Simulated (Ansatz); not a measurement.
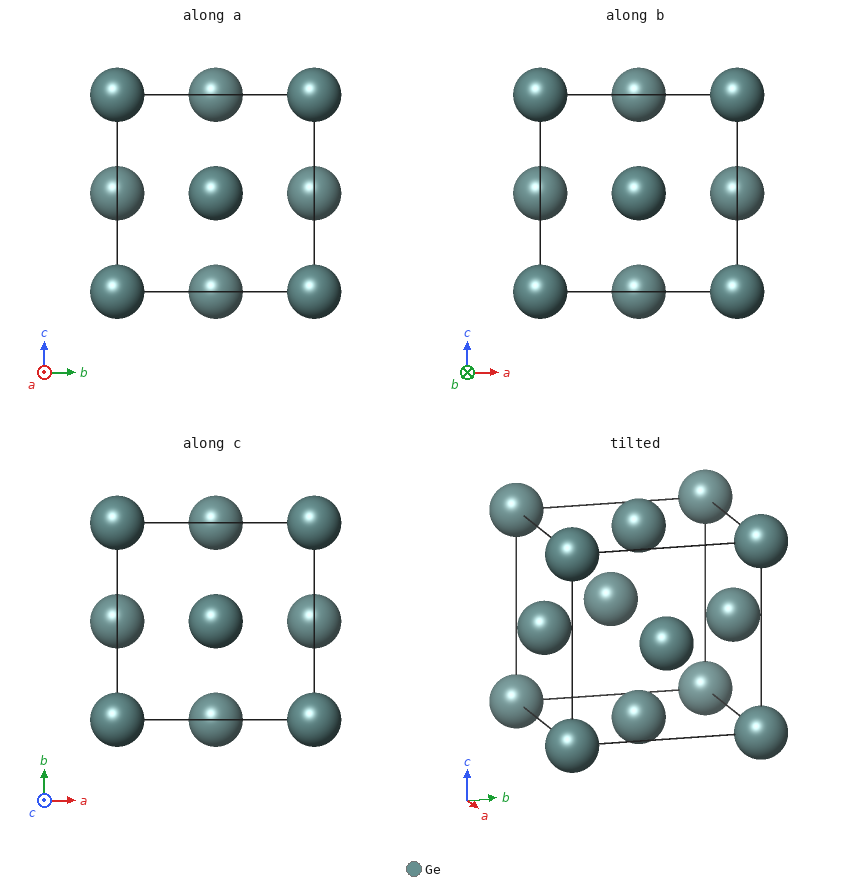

Crystal structure, spheres-only style, seen along the a axis, along the b axis, along the c axis and slightly off an axis. The frame is the conventional unit cell; atoms at its boundary are shown with their periodic copies.

Lattice parameters: a = 4.3882 Å, b = 4.3882 Å, c = 4.3882 Å, α = 90.000°, β = 90.000°, γ = 90.000°.

**Give the structure in the form of a CIF with its space group and independent sites.**

```cif
data_structure
_symmetry_space_group_name_H-M 'F m -3 m'
_symmetry_Int_Tables_number 225
_cell_length_a 4.3882
_cell_length_b 4.3882
_cell_length_c 4.3882
_cell_angle_alpha 90.000
_cell_angle_beta 90.000
_cell_angle_gamma 90.000
_cell_volume 84.50
loop_
_atom_site_label
_atom_site_type_symbol
_atom_site_symmetry_multiplicity
_atom_site_Wyckoff_symbol
_atom_site_fract_x
_atom_site_fract_y
_atom_site_fract_z
_atom_site_occupancy
Ge1 Ge 4 a 0.0000 0.0000 0.0000 1
```

The structure was taken from a structure type filled with this element by a generator (whether the element takes this form wasn't checked). Earlier steps of the study may have refined or changed the cell and positions. An electronic-structure calculation with Ansatz was run on it.
